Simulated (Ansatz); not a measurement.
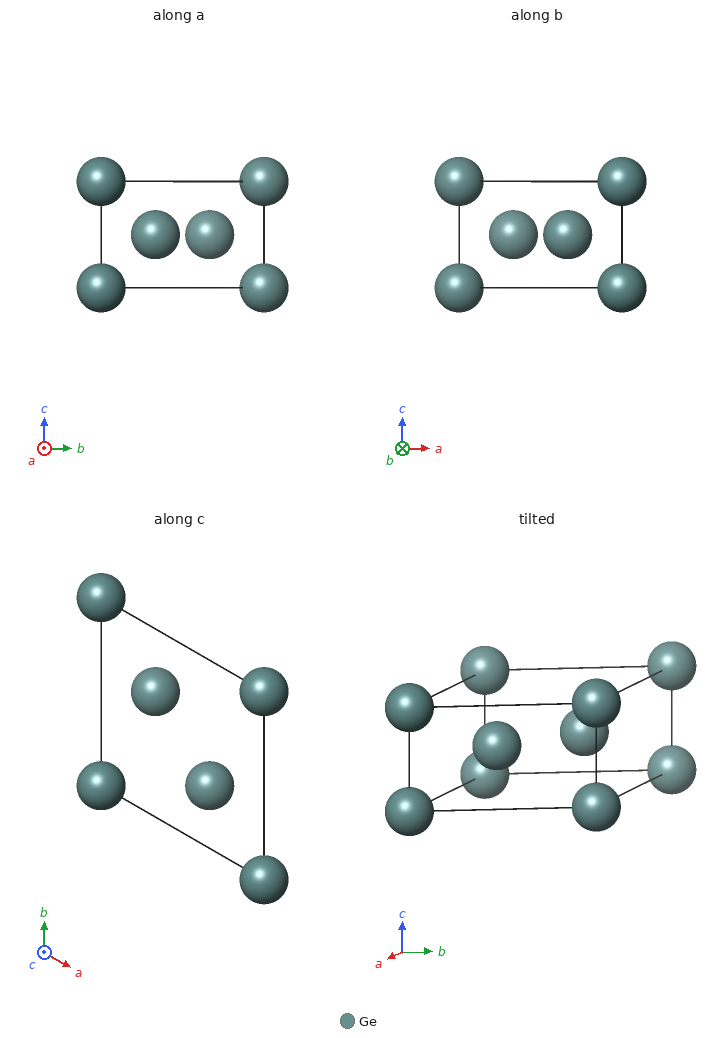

Spheres-only representation of a periodic structure, projected along the a axis, along the b axis, along the c axis and slightly off an axis. One conventional unit cell is framed, with atoms on its boundary repeated.

Lattice parameters: a = 4.6274 Å, b = 4.6274 Å, c = 2.6187 Å, α = 90.000°, β = 90.000°, γ = 120.000°.

Reconstruct the structure as a CIF with its space group and independent sites.

```cif
data_structure
_symmetry_space_group_name_H-M 'P 6/m m m'
_symmetry_Int_Tables_number 191
_cell_length_a 4.6274
_cell_length_b 4.6274
_cell_length_c 2.6187
_cell_angle_alpha 90.000
_cell_angle_beta 90.000
_cell_angle_gamma 120.000
_cell_volume 48.56
loop_
_atom_site_label
_atom_site_type_symbol
_atom_site_symmetry_multiplicity
_atom_site_Wyckoff_symbol
_atom_site_fract_x
_atom_site_fract_y
_atom_site_fract_z
_atom_site_occupancy
Ge1 Ge 1 a 0.0000 0.0000 0.0000 1
Ge2 Ge 2 d 0.3333 0.6667 0.5000 1
```

The cell started as a structure type filled with this element by a generator (whether the element takes this form wasn't checked). Earlier steps of the study may have refined or changed the cell and positions. It went into a calculation with Ansatz.

At this level of theory the cell isn't at rest (compressed, at 13 GPa), so its distances can differ from those at equilibrium, the more so the softer the solid.
